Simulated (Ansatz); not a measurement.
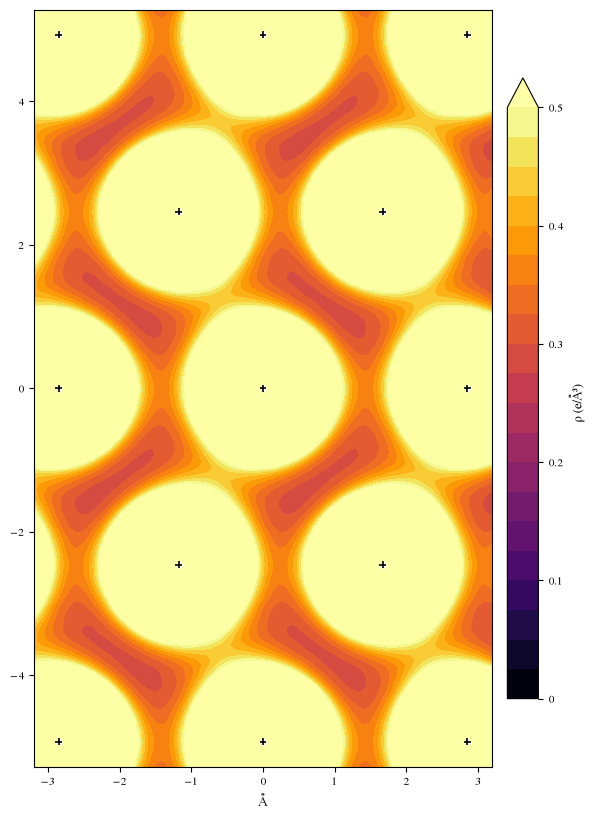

The valence pseudo-density on a plane through atoms (crosses mark nuclei in the plane).

Level of theory: Kohn-Sham DFT of a periodic cell, PBE, Ansatz PAW (Ansatz).

Candidates:
A. SnO2, a = 3.25 Å, b = 3.25 Å, c = 10.86 Å, α = 90.00°, β = 90.00°, γ = 120.00°. Space group P6₃/mmc; a structure from a database of computed crystals, not necessarily the ambient phase; computed pressure about −3 GPa in this cell.
B. TiAl3, a = 2.84 Å, b = 4.68 Å, c = 4.90 Å, α = 90.00°, β = 90.00°, γ = 90.00°. Space group P1; a structure from a database of computed crystals, not necessarily the ambient phase; changed on purpose from its base cell (atoms moved at random by about 0.05 A); not relaxed (largest force 0.5 eV/Å).
C. W, a = 2.85 Å, b = 4.93 Å, c = 4.99 Å, α = 90.00°, β = 90.00°, γ = 90.00°. Space group Pbcm; a structure from a database of computed crystals, not necessarily the ambient phase; computed pressure about −12 GPa in this cell.

Which candidate gave the map?

Answer. Candidate C: W on the (001) plane of the conventional cell, which holds W. W–W (2.73 Å): ρ is about 0.43 e/Å³ halfway. W–W (2.85 Å): the density is about 0.36 e/Å³ at the midpoint.
